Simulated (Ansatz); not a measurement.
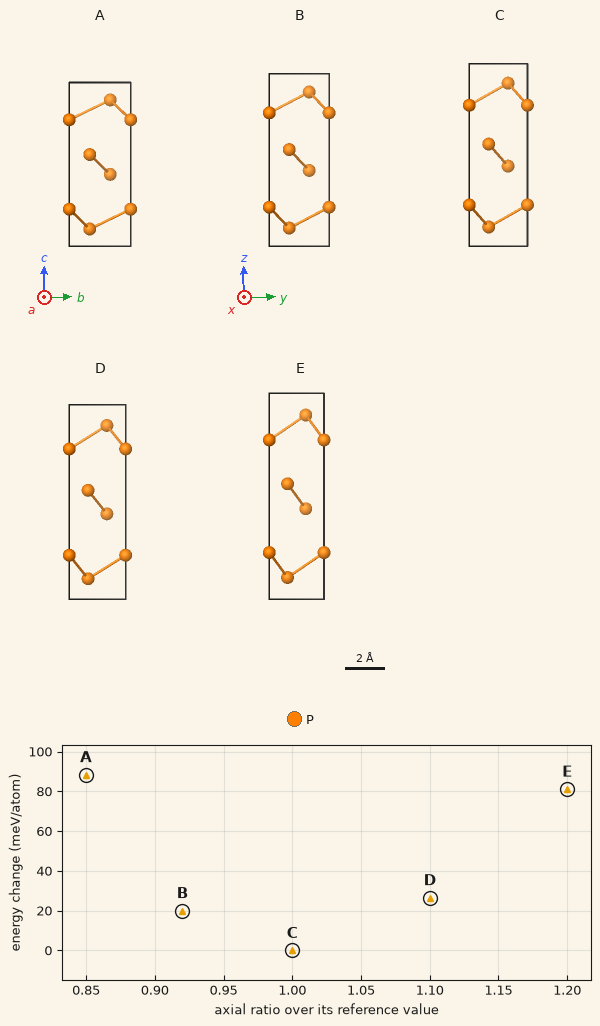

A scan of solid P (R-3m): the ratio of the cell's length along z to its lengths across, counted as 1 for the reference, is changed at fixed volume (a c/a path), with the atoms kept at their fractional coordinates. x, y and z are the Cartesian axes of the input. The lettered frames are marked on the plot. The picture is a ball-and-stick view of the conventional cell (3 times the calculation's cell), repeated 1 × 1 × 1 with one cell outlined, seen along the a axis. Lengths and directions refer to the drawn axes.

All numbers below come from DFT r2SCAN, scalar-relativistic, plane waves, PAW in Ansatz 0.2.0. Set-up: plane-wave cutoff 500 eV; k-point mesh 18 × 18 × 18; occupations gaussian; smearing width 0.15 eV; no spin polarisation. Energies (free energies at the smearing named) are counted from the cell as listed in its source, which wasn't relaxed.

> Read off the main features of the energy profile.

The lowest computed point lies at the relative ratio 1.00 (0.0 meV/atom). The end points stand at 88.4 meV/atom (0.85) and 81.2 meV/atom (1.20). The unrelaxed reference is under a pressure of 0.6 GPa. The distortion keeps the space group R-3m. At the relative ratio 1.20 the cell of the drawing goes a 3.451 → 3.248 Å, b 3.451 → 3.248 Å, c 9.389 → 10.603 Å.
